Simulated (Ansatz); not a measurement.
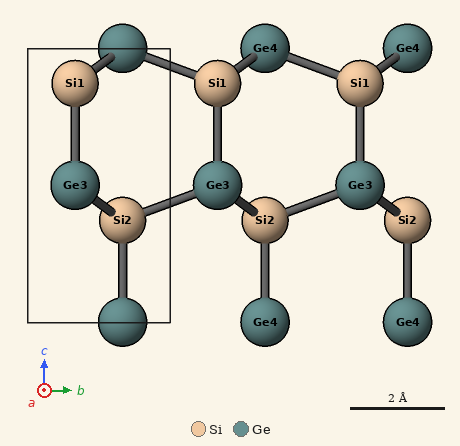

Starting structure of crystalline SiGe (set up in P6_3mc). Style: ball-and-stick. Shown: the cell of the calculation, repeated 1 × 3 × 1 with one cell outlined, along the a axis.

Case: relaxed at 60 GPa.

Computed with DFT r2SCAN, scalar-relativistic, plane waves, PAW (Ansatz 0.2.0).

Input file:
```yaml
crystal:
  lattice:
    - [3.5237413526, 0.0, 0.0]
    - [-1.7618706763, 3.0516495278, 0.0]
    - [0.0, 0.0, 5.8632583755]
  atoms:
    - { symbol: Si, position: [0.6666666667, 0.3333333333, 0.8733248664] }
    - { symbol: Si, position: [0.3333333333, 0.6666666667, 0.3733248664] }
    - { symbol: Ge, position: [0.6666666667, 0.3333333333, 0.5016741336] }
    - { symbol: Ge, position: [0.3333333333, 0.6666666667, 0.0016741336] }
basis:
  ecutwfc: 500
kpoints:
  mp_grid: { grid: [12, 12, 6] }
hamiltonian:
  xc: r2scan
scf:
  occupations: { method: gaussian, width: 0.01 }
output:
  forces: true
  stress: true
  eigenvalues: true
  write_density: true
  write_potential: true
  elf: true
  volumetric_format: npy
relax:
  adjacent_minimum: "off"
  f_tol: 0.008
  max_steps: 50
  cell: { stress_tol: 0.08, p_target: 60.0 }
```

Command:
```bash
ansatz run input.yaml --threads 1 --pin off --max-ram 2560MiB --backend cpu --events-out ev --progress --plain --runs-dir out
```

> What does the optimiser find from here?

The largest moves relative to the cell, 0.009 Å, are those of Si1, Si2, Ge3 and Ge4. Ge3 goes along +c. Largest moves by element: Ge 0.009 Å, Si 0.009 Å. The drawn cell changes as follows: a = b 3.524 → 3.462 Å (−1.8 %), c 5.863 → 5.820 Å (−0.7 %); the volume changes by −4.2 %. Some distances before and after: Si1–Ge3 2.179 → 2.144 Å, Si1–Ge4 2.169 → 2.140 Å. The space group stays P6_3mc (No. 186). The energy rises by 223 meV per atom in 4 accepted moves (5 points after the start). With the target pressure of 60 GPa, the enthalpy E + pV changes by −25.7 meV per atom. The largest force component goes from 0.089 to 0.00024 eV/Å. Pressure: 48.20 GPa at the start and 59.99 GPa at the end. At 1 point the geometry stayed and the basis and grid were re-selected for the new cell (energy shift of 0.1 meV per atom at most each time).

The end point in the same view:

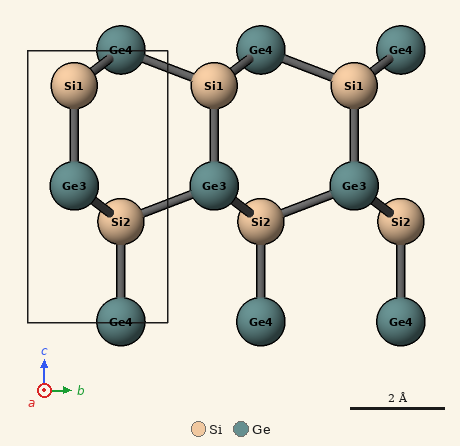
